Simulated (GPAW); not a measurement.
# Core-hole calculation of the S K edge in CdS (Greenockite, P6_3mc), part 2 of 2

What does one-electron theory with a core hole give for the S K edge of CdS (Greenockite, P6_3mc)?

GPAW 26.7.0; X-ray absorption from dipole matrix elements to empty bands, plane-wave PAW PBE.

So far. Step 2 (Ground state of the crystal): The mesh shows a gap of 1.18 eV, so the hole is first treated in a charged cell, without the excited electron. Step 3 (Spectrum without a core hole, S atom 3): Main maxima below 24 eV (height): 3.0 eV (1.45), 4.4 eV (1.98), 6.4 eV (2.06) and 14.5 eV (1.23). A K edge sees empty p states on the absorber.

The database entry behind the starting cell differs from later determinations by our own check (about 0.35 % long), so it need not match the best structure at ambient conditions.

### 5. Spectrum with FCH, S atom 3

The holes are 7.2 Å apart. In GPAW the data set carries the hole's charge, so charge=0 means a charged cell and charge=-1 a neutral one. The excited electron is left out and a uniform background balances the charge. After the field has converged, empty bands are computed with the density fixed and the dipole matrix elements are summed.

xas.py reads:

```python
import numpy as np
from ase import Atoms
from ase.parallel import parprint, paropen
from gpaw import GPAW, PW, FermiDirac, Mixer, MixerDif, setup_paths
from gpaw.test import gen
setup_paths.insert(0, '.')
gen('S', name='fch1s', xcname='PBE', corehole=(1, 0, 1), write_xml=True)
from gpaw.mpi import world
world.barrier()

atoms = Atoms('Cd6S6',
    cell=[[0, -7.18801085, 0],
     [6.225, -3.59400543, 0],
     [-2.075, 3.59400543, 6.737]],
    scaled_positions=[[0.83333333, 0.5, 0.5],
     [0.16666667, 0.83333333, 0.5],
     [0.5, 0.16666667, 0.5],
     [0.66666667, 0, 0],
     [0, 0.33333333, 0],
     [0.33333333, 0.66666667, 0],
     [0.95833333, 0.625, 0.875],
     [0.29166667, 0.95833333, 0.875],
     [0.625, 0.29166667, 0.875],
     [0.79166667, 0.125, 0.375],
     [0.125, 0.45833333, 0.375],
     [0.45833333, 0.79166667, 0.375]],
    pbc=True)
atoms.calc = calc = GPAW(legacy_gpaw=True, mode=PW(430, force_complex_dtype=True), xc='PBE', setups={6: 'fch1s'},
    kpts={'size': (3, 3, 3), 'gamma': True}, occupations=FermiDirac(0.02),
    charge=0, mixer=Mixer(0.1, 5, 50), maxiter=150,
    convergence={'density': 0.0001, 'eigenstates': 1e-6}, txt='scf.txt')
energy = atoms.get_potential_energy() + calc.get_reference_energy()
ef = calc.get_fermi_level()
out = dict(energy=energy, fermi=ef, forces=atoms.get_forces().tolist())
parprint(f'all-electron energy {energy:.4f} eV, Fermi level {ef:.4f} eV')
ev = np.array([[calc.get_eigenvalues(k, s) for k in range(len(calc.get_ibz_k_points()))] for s in range(calc.get_number_of_spins())])
out['homo'], out['lumo'], out['counts'] = ev[ev < ef].max(), ev[ev > ef].min(), sorted(set((ev < ef).sum((0, 2)).tolist()))
out['filled'] = (ev[:, 0] < ef).sum(1).tolist()

from ase.units import Ha
from gpaw.xas import dipole_matrix_elements
nb = int(calc.get_number_of_electrons() / 2) + 182
top, nb = nb, nb + 8 + nb // 12
nscf = calc.fixed_density(kpts={'size': (4, 4, 4), 'gamma': True}, nbands=nb,
    convergence={'bands': top, 'eigenstates': 5e-3}, maxiter=60, txt='nscf.txt')
cell = atoms.cell.array
ops = [cell.T @ U.T @ np.linalg.inv(cell.T) for U in nscf.wfs.kd.symmetry.op_scc]
filled = [54]  # bands filled in the ground state, by spin
E = np.arange(-6, 34, 0.1)
fwhm = np.interp(E, [4, 25], [0.9, 3.5])
Y, X, zero, highest = 0, 0, 1e9, 1e9
for spin in range(nscf.get_number_of_spins()):
    wfs = nscf.wfs
    mine = wfs.bd.get_slice()  # this rank's bands
    A = dipole_matrix_elements(wfs.setups[6])
    eps = np.zeros((wfs.kd.nibzkpts, nb))
    d = np.zeros((3, A.shape[1], wfs.kd.nibzkpts, nb), complex)
    for kpt in wfs.kpt_u:
        if kpt.s == spin and 6 in kpt.P_ani:
            eps[kpt.k, mine] = kpt.eps_n * Ha
            d[:, :, kpt.k, mine] = (kpt.weight * wfs.nspins / 2) ** 0.5 * np.inner(A, kpt.P_ani[6])
    world.sum(eps)
    world.sum(d)
    T = np.einsum('amkn,bmkn->abkn', d, d.conj()).real
    T = sum(np.einsum('ai,ijkn,bj->abkn', R, T, R) for R in ops) / len(ops)
    empty = np.ones_like(eps, bool) & (np.arange(nb) >= filled[spin])
    zero, highest = min(zero, eps[empty].min()), min(highest, eps[:, top - 1].min())
    lines = [(eps, T, empty)] if spin == 0 else lines + [(eps, T, empty)]
for eps, T, empty in lines:
    f = np.einsum('aakn->akn', T).reshape(3, -1)
    x = eps.ravel() - zero
    w = np.interp(x, E, fwhm) / 2.35482
    g = np.exp(-0.5 * ((E[:, None] - x) / w) ** 2) / (w * (2 * np.pi) ** 0.5)
    Y = Y + (f * empty.ravel()) @ g.T
    X = X + (f * ~empty.ravel()) @ g.T
out.update(E=E.round(2).tolist(), xas=Y.tolist(), xes=X.tolist(), zero=zero, valid=highest - zero, nk=len(eps), nb=nb)
for i in range(0, len(E), 10):
    parprint(f'{E[i]:7.2f}', *(f'{v:10.3e}' for v in Y[:, i]))
import json
with paropen('out.json', 'w') as f:
    json.dump(out, f)
```

The run is started by

```sh
> OMP_NUM_THREADS=1 mpirun -n 4 gpaw python xas.py
```

Numbers of over 12 decimals in the logs are rounded to 6 here.

Log:

```text
Input parameters:
  convergence: {density: 0.0001,
                eigenstates: 1e-06}
  kpts: {gamma: True,
         size: (3, 3, 3)}
  maxiter: 150
  mixer: {backend: pulay,
          beta: 0.1,
          method: separate,
          nmaxold: 5,
          weight: 50}
  mode: {ecut: 430.0,
         force_complex_dtype: True,
         name: pw}
  occupations: {fixmagmom: False,
                name: fermi-dirac,
                width: 0.02}
  setups: {6: fch1s}
  xc: PBE

Initialize ...

[... PAW data sets ...]

Reference energy: -975690.283575  # eV

Spin-paired calculation

[... convergence settings ...]
Symmetries present (total): 1
  [... symmetry matrices ...]

27 k-points: 3 x 3 x 3 Monkhorst-Pack grid
14 k-points in the irreducible part of the Brillouin zone
       k-points in crystal coordinates                weights
   0:     0.00000000    0.00000000    0.00000000          1/27
   1:     0.00000000    0.00000000    0.33333333          2/27
   2:     0.00000000    0.33333333   -0.33333333          2/27
   3:     0.00000000    0.33333333    0.00000000          2/27
   4:     0.00000000    0.33333333    0.33333333          2/27
   5:     0.33333333   -0.33333333   -0.33333333          2/27
   6:     0.33333333   -0.33333333    0.00000000          2/27
   7:     0.33333333   -0.33333333    0.33333333          2/27
   8:     0.33333333    0.00000000   -0.33333333          2/27
   9:     0.33333333    0.00000000    0.00000000          2/27
          ...
  13:     0.33333333    0.33333333    0.33333333          2/27

Wave functions: Plane wave expansion
  Cutoff energy: 430.000 eV
  Number of coefficients (min, max): 6059, 6116
  Pulay-stress correction: 0.000000 eV/Ang^3 (de/decut=0.000000)
  Using FFTW library
  Wavefunction extrapolation:
    Improved wavefunction reuse through dual PAW basis

Occupation numbers: Fermi-Dirac:
  width: 0.0200  # eV

Eigensolver
   Davidson(niter=2)

Densities:
  Coarse grid: 35*35*40 grid
  Fine grid: 70*70*80 grid
  Total Charge: 1.000000

Density mixing:
  Method: separate
  Backend: pulay
  Linear mixing parameter: 0.1
  old densities: 5
  Width of damping distribution: 1.1
  Damping of long wavelength oscillations: 50

[... Hamiltonian set-up ...]
Number of atoms: 12
Number of atomic orbitals: 78
Number of bands in calculation: 69
Number of valence electrons: 108
Bands to converge: occupied

... initialized

Initializing position-dependent things.

Density initialized from atomic densities
Creating initial wave functions:
  69 bands from LCAO basis set

         S         S

            S
         Cd        Cd
               S
            Cd
        S         S
               Cd

        Cd        Cd

Atomic positions and initial magnetic moments

Positions:
   0 Cd     2.075000   -5.990009    3.368500    ( 0.0000,  0.0000,  0.0000)
   1 Cd     4.150000   -2.396004    3.368500    ( 0.0000,  0.0000,  0.0000)
   2 Cd     0.000000   -2.396004    3.368500    ( 0.0000,  0.0000,  0.0000)
   3 Cd     0.000000   -4.792007    0.000000    ( 0.0000,  0.0000,  0.0000)
   4 Cd     2.075000   -1.198002    0.000000    ( 0.0000,  0.0000,  0.0000)
   5 Cd     4.150000   -4.792007    0.000000    ( 0.0000,  0.0000,  0.0000)
   6 S      2.075000   -5.990009    5.894875    ( 0.0000,  0.0000,  0.0000)
   7 S      4.150000   -2.396004    5.894875    ( 0.0000,  0.0000,  0.0000)
   8 S      0.000000   -2.396004    5.894875    ( 0.0000,  0.0000,  0.0000)
   9 S     -0.000000   -4.792007    2.526375    ( 0.0000,  0.0000,  0.0000)
  10 S      2.075000   -1.198002    2.526375    ( 0.0000,  0.0000,  0.0000)
  11 S      4.150000   -4.792007    2.526375    ( 0.0000,  0.0000,  0.0000)

Unit cell:
           periodic     x           y           z      points  spacing
  1. axis:    yes    0.000000   -7.188011    0.000000    35     0.1700
  2. axis:    yes    6.225000   -3.594005    0.000000    35     0.1700
  3. axis:    yes   -2.075000    3.594005    6.737000    40     0.1684

  Lengths:   7.188011   7.188011   7.912627
  Angles:  117.014205 117.014205  60.000000

Effective grid spacing dv^(1/3) = 0.1832

iter:   1   -59.692962
iter:   2   -57.429428   -1.61  -1.12
iter:   3   -53.944617   -1.01  -1.19
iter:   4   -53.933725   -2.51  -1.52
iter:   5   -53.974832c  -3.16  -1.52
iter:   6   -53.925142c  -2.25  -1.48
iter:   7   -53.890767   -3.69  -2.36
iter:   8   -53.853621   -2.80  -2.45
iter:   9   -53.853858c  -4.24  -2.78
iter:  10   -53.853389c  -4.99  -2.95
iter:  11   -53.852920c  -4.64  -3.17
iter:  12   -53.852986c  -5.34  -3.44
iter:  13   -53.852930c  -5.75  -3.71
iter:  14   -53.852932c  -6.34c -3.98
iter:  15   -53.852927c  -6.65c -4.21c

Converged after 15 iterations.

Dipole moment: (4.654741, -9.043921, 9.336840) |e|*Ang

Energy contributions relative to reference atoms: (reference = -975690.283575)

Kinetic:        +94.050653
Potential:     -100.730328
External:        +0.000000
XC:             -47.905881
Entropy (-ST):   -0.000000
Local:           +0.732629
SIC:             +0.000000
--------------------------
Free energy:    -53.852927
Extrapolated:   -53.852927

Showing only first 2 kpts
 Kpt  Band  Eigenvalues  Occupancy
  0    52      3.43764    2.00000
  0    53      3.43765    2.00000
  0    54      4.43334    0.00000
  0    55      6.23111    0.00000

  1    52      3.33509    2.00000
  1    53      3.34187    2.00000
  1    54      5.55952    0.00000
[...]
Fermi level: 3.85849

Gap: 0.996 eV
Transition (v -> c):
  (s=0, k=0, n=53, [0.00, 0.00, 0.00]) -> (s=0, k=0, n=54, [0.00, 0.00, 0.00])
No difference between direct/indirect transitions

Forces in eV/Ang:
  0 Cd   -0.00010    0.00012   -1.32017
  1 Cd   -0.00004    0.00018   -0.12600
  2 Cd   -0.00012    0.00016   -0.20355
  3 Cd    0.90786    0.50542    0.41996
  4 Cd   -0.89126    0.53331    0.41990
  5 Cd   -0.01580   -1.03863    0.41991
  6 S    -0.00033   -0.00009    0.05462
  7 S    -0.00025   -0.00002    0.06257
  8 S    -0.00025   -0.00001    0.00322
  9 S    -0.01209   -0.11642    0.08934
 10 S     0.10688    0.04743    0.08935
 11 S    -0.09450    0.06854    0.08934
Scalar-relativistic atomic PBE calculation for S (Sulfur, Z=16)
Core hole in 1s state (1s occupation: 1.0)
450 radial gridpoints.
|------------------------------------------------|
|------------------------------------------------|
[... the atom generator's iteration count ...]

Energy contributions:
-------------------------
Kinetic:     +308.185547
XC:           -20.950884
Potential:   -594.586668
-------------------------
Total:       -307.352006

state      eigenvalue         ekin         rmax
-----------------------------------------------
1s^1.0 :   -94.934283   126.064227        0.062
2s^2.0 :    -9.388817    20.721762        0.372
2p^6.0 :    -7.534702    20.423216        0.303
3s^2.0 :    -1.143740     3.483173        1.293
3p^4.0 :    -0.718992     2.793039        1.390
-----------------------------------------------
(units: Bohr and Hartree)

Generating PAW setup
Kinetic energy of the core from tauc = 290.824512
Cutoffs:
rc(s)=1.840
rc(p)=1.850
rc(d)=1.700
rc(vbar)=1.720
rc(comp)=1.430
rc(nct)=1.850

Kinetic energy of the core states: 290.047046
Charge: 1.0
Core electrons: 9.0
Valence electrons: 6.0
Pseudo-core charge: 0.024184
Shape function alpha=4.890
Pseudo-electron charge 6.375793
state    eigenvalue         norm
--------------------------------
3s(2) :    -1.143740     1.241181
*s    :    -0.143740
3p(4) :    -0.718992     0.967312
*p    :     0.281008
*d    :     0.000000
--------------------------------

Diagonalizing with gridspacing h=0.050

state   all-electron     PAW
-------------------------------
3s:      -1.143740    -1.144551
3p:      -0.718992    -0.719674
*d:                   -0.150764
*f:                   -0.016520
-------------------------------
all-electron energy -975744.1365 eV, Fermi level 3.8585 eV
[...]
31.00  2.556e-06  2.556e-06  2.405e-06
  32.00  2.466e-06  2.466e-06  2.246e-06
  33.00  2.325e-06  2.325e-06  2.064e-06
```

Wall time 4.1 min (4 MPI ranks of Intel Xeon Platinum 8488C (Sapphire Rapids), shared host); peak memory 0.71 GiB.

The S K spectrum, S atom 3, full core hole (charged cell) (energy from the lowest empty level; intensity scaled to a mean of 1 over the first 20 eV; polarised curves are means over the symmetry-equivalent atoms):

```tsv
E (eV)	isotropic	ε ⊥ c	ε ∥ c
-2.0	0.00	0.00	0.00
-0.5	0.00	0.00	0.00
1.0	0.16	0.18	0.14
2.5	1.98	1.97	2.01
4.0	1.64	1.71	1.50
5.5	1.39	1.31	1.54
7.0	1.20	1.15	1.32
8.5	0.73	0.87	0.45
10.0	0.56	0.49	0.69
11.5	0.69	0.63	0.83
13.0	1.17	1.20	1.12
14.5	1.22	1.27	1.10
16.0	0.97	0.95	1.02
17.5	0.79	0.76	0.84
19.0	0.69	0.71	0.65
20.5	0.76	0.80	0.67
22.0	0.97	0.97	0.96
23.5	1.18	1.16	1.21
25.0	1.25	1.25	1.25
26.5	1.18	1.17	1.20
28.0	1.09	1.04	1.17
29.5	1.09	1.07	1.12
31.0	1.09	1.11	1.05
```

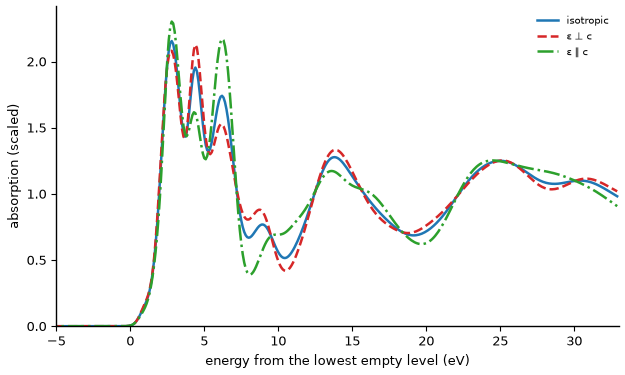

The S K edge, S atom 3, full core hole (charged cell): main maxima at 2.8, 4.4 and 6.2 eV.

Main maxima below 24 eV (height): 2.8 eV (2.16), 4.4 eV (1.95), 6.2 eV (1.74), 8.9 eV (0.77) and 13.8 eV (1.28). 

The hole costs E(hole) − E(ground) = 2477.95 eV, and the lowest empty level of the hole cell on the spectrum's mesh lies at 4.43 eV, which puts the zero at 2482.39 eV. One term is added: -16.94 eV, since the hole is spin-paired here and a spin-polarised one costs that much less in the free atom (computed apart). The photon energy is then 2465.45 eV. The functional and the charged cell's background leave an error of a few eV in such absolute values.

### 6. Excitation energy, S atom 3

With the excited electron kept in the cell the system stays neutral, and the energy difference is an excitation energy by itself. In a small cell that electron takes up a good share of the lowest empty band, or all of one, which shifts the value from the true onset.

Changed against the first core-hole run: core hole to XCH, with the smearing that suits a partly filled band.

scf.py reads:

```python
import numpy as np
from ase import Atoms
from ase.parallel import parprint, paropen
from gpaw import GPAW, PW, FermiDirac, Mixer, MixerDif, setup_paths
from gpaw.test import gen
setup_paths.insert(0, '.')
gen('S', name='fch1s', xcname='PBE', corehole=(1, 0, 1), write_xml=True)
from gpaw.mpi import world
world.barrier()

atoms = Atoms('Cd6S6',
    cell=[[0, -7.18801085, 0],
     [6.225, -3.59400543, 0],
     [-2.075, 3.59400543, 6.737]],
    scaled_positions=[[0.83333333, 0.5, 0.5],
     [0.16666667, 0.83333333, 0.5],
     [0.5, 0.16666667, 0.5],
     [0.66666667, 0, 0],
     [0, 0.33333333, 0],
     [0.33333333, 0.66666667, 0],
     [0.95833333, 0.625, 0.875],
     [0.29166667, 0.95833333, 0.875],
     [0.625, 0.29166667, 0.875],
     [0.79166667, 0.125, 0.375],
     [0.125, 0.45833333, 0.375],
     [0.45833333, 0.79166667, 0.375]],
    pbc=True)
atoms.calc = calc = GPAW(legacy_gpaw=True, mode=PW(430, force_complex_dtype=True), xc='PBE', setups={6: 'fch1s'},
    kpts={'size': (3, 3, 3), 'gamma': True}, occupations=FermiDirac(0.04),
    charge=-1, mixer=Mixer(0.1, 5, 50), maxiter=150,
    convergence={'density': 0.0001, 'eigenstates': 1e-6}, txt='scf.txt')
energy = atoms.get_potential_energy() + calc.get_reference_energy()
ef = calc.get_fermi_level()
out = dict(energy=energy, fermi=ef, forces=atoms.get_forces().tolist())
parprint(f'all-electron energy {energy:.4f} eV, Fermi level {ef:.4f} eV')
ev = np.array([[calc.get_eigenvalues(k, s) for k in range(len(calc.get_ibz_k_points()))] for s in range(calc.get_number_of_spins())])
out['homo'], out['lumo'], out['counts'] = ev[ev < ef].max(), ev[ev > ef].min(), sorted(set((ev < ef).sum((0, 2)).tolist()))
out['filled'] = (ev[:, 0] < ef).sum(1).tolist()
import json
with paropen('out.json', 'w') as f:
    json.dump(out, f)
```

The run is started by

```sh
> OMP_NUM_THREADS=1 mpirun -n 4 gpaw python scf.py
```

Log:

```text
Input parameters:
  charge: -1
  convergence: {density: 0.0001,
                eigenstates: 1e-06}
  kpts: {gamma: True,
         size: (3, 3, 3)}
  maxiter: 150
  mixer: {backend: pulay,
          beta: 0.1,
          method: separate,
          nmaxold: 5,
          weight: 50}
  mode: {ecut: 430.0,
         force_complex_dtype: True,
         name: pw}
  occupations: {fixmagmom: False,
[...]
3s(2) :    -1.143740     1.241181
*s    :    -0.143740
3p(4) :    -0.718992     0.967312
*p    :     0.281008
*d    :     0.000000
--------------------------------

Diagonalizing with gridspacing h=0.050

state   all-electron     PAW
-------------------------------
3s:      -1.143740    -1.144551
3p:      -0.718992    -0.719674
*d:                   -0.150764
*f:                   -0.016520
-------------------------------
all-electron energy -975738.4182 eV, Fermi level 6.0360 eV
[key lines of the parts left out:]
Converged after 18 iterations.
Dipole moment: (4.626808, -9.056069, 9.245637) |e|*Ang
Free energy:    -48.140360
Fermi level: 6.03596
```

The job ended after 50 s (4 MPI ranks; peak memory 0.31 GiB).

The total-energy difference is 2483.67 eV. With the free-atom term of -16.94 eV for this edge, the photon energy is 2466.73 eV.

### 7. With and without the hole

Both curves are counted from their own zero, so only the shift of weight within the empty states shows.

```tsv
E (eV)	no hole	FCH
-2.0	0.00	0.00
-1.0	0.00	0.00
0.0	0.00	0.00
1.0	0.14	0.16
2.0	0.73	1.09
3.0	1.45	2.07
4.0	1.63	1.64
5.0	1.50	1.44
6.0	1.95	1.70
7.0	1.70	1.20
8.0	0.91	0.67
9.0	0.89	0.77
10.0	0.65	0.56
11.0	0.58	0.58
12.0	0.72	0.85
13.0	0.98	1.17
14.0	1.21	1.27
15.0	1.20	1.13
16.0	1.00	0.97
17.0	0.83	0.84
18.0	0.76	0.74
19.0	0.69	0.69
20.0	0.62	0.72
21.0	0.64	0.82
22.0	0.74	0.97
23.0	0.88	1.12
24.0	1.01	1.22
25.0	1.09	1.25
26.0	1.10	1.22
27.0	1.06	1.15
28.0	1.01	1.09
29.0	1.01	1.08
30.0	1.06	1.10
31.0	1.08	1.09
32.0	1.03	1.04
```

With each curve scaled to its own mean, the area from −2 to 6 eV with the hole is 7.3 against 6.5, and the centre of weight from −1 to 20 eV moves by -0.1 eV (first and strongest maxima below 20 eV: 3.0 eV (1.45), 4.4 eV (1.98) and 6.4 eV (2.06) without the hole, 2.8 eV (2.16), 4.4 eV (1.95) and 6.2 eV (1.74) with it); the shape changes all the same, by 20 % r.m.s.

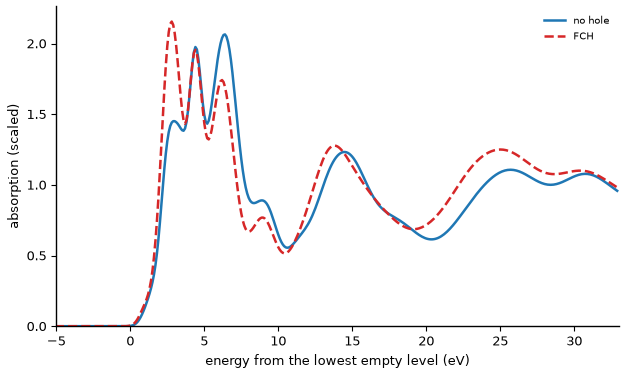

The S K edge with and without the core hole, each from its own zero; the highest intensity below 16 eV lies at 2.8 eV with the hole.

### 8. Summary of results

```yaml
absorber_and_edge: S K, atom 3 of the ground-state input (counted from 1)
surroundings: 1 Cd at 2.53 Å and 3 Cd at 2.54 Å (tetrahedral, site symmetry 3m)
highest_intensity_below_16_ev: 2.8 eV above the zero, height 2.16
photon_energy_of_the_zero_with_the_added_terms: 2465.4 eV (raw 2482.4 eV; uncertain by a few eV)
```

What this shows: The S K edge of atom 3, with 1 Cd at 2.53 Å and 3 Cd at 2.54 Å (tetrahedral, site symmetry 3m), has its highest intensity of the first 16 eV at 2.8 eV above the zero, near 2468 eV in photon energy (uncertain by a few eV), 2.2 times the mean level of the first 20 eV (Gaussian full width 0.9 eV up to 4 eV, rising linearly to 3.5 eV at 25 eV). With each curve scaled to its own mean, the area from −2 to 6 eV with the hole is 7.3 against 6.5, and the centre of weight from −1 to 20 eV moves by -0.1 eV (first and strongest maxima below 20 eV: 3.0 eV (1.45), 4.4 eV (1.98) and 6.4 eV (2.06) without the hole, 2.8 eV (2.16), 4.4 eV (1.95) and 6.2 eV (1.74) with it); the shape changes all the same, by 20 % r.m.s. The neutral-cell energy lies +1.3 eV from the charged-cell zero, a gap made of the charged-cell error and of where the added electron settles. At the S K edge of atom 3 polarisation matters most near 6.3 eV, where the curves differ by 0.7 on this scale. The mesh is coarse (0.26 Å⁻¹ between points), so small maxima may be mesh ripples. The structure is a published determination, not relaxed.

[Banner, clock and machine lines of the logs are left out without a mark of their own.]

[Logs are printed without paths, hosts, clocks, repeated set-up lines and the standing remarks that a program may print on its own settings, such as how far it seeks lower states.]

[Hosts, paths, dates, database ids (printed as entryN), source tags and the programs' standing remarks are cut or masked in the printed files.]

[Lists of maxima count a maximum above −3 eV only where it reaches 4 % of the highest in the window and stands out from its surroundings by 2 % of it (1.5 % where it reaches 55 %); shoulders and weaker maxima are passed over, and of the rest the first, up to two pre-edge ones and the few strongest are named.]
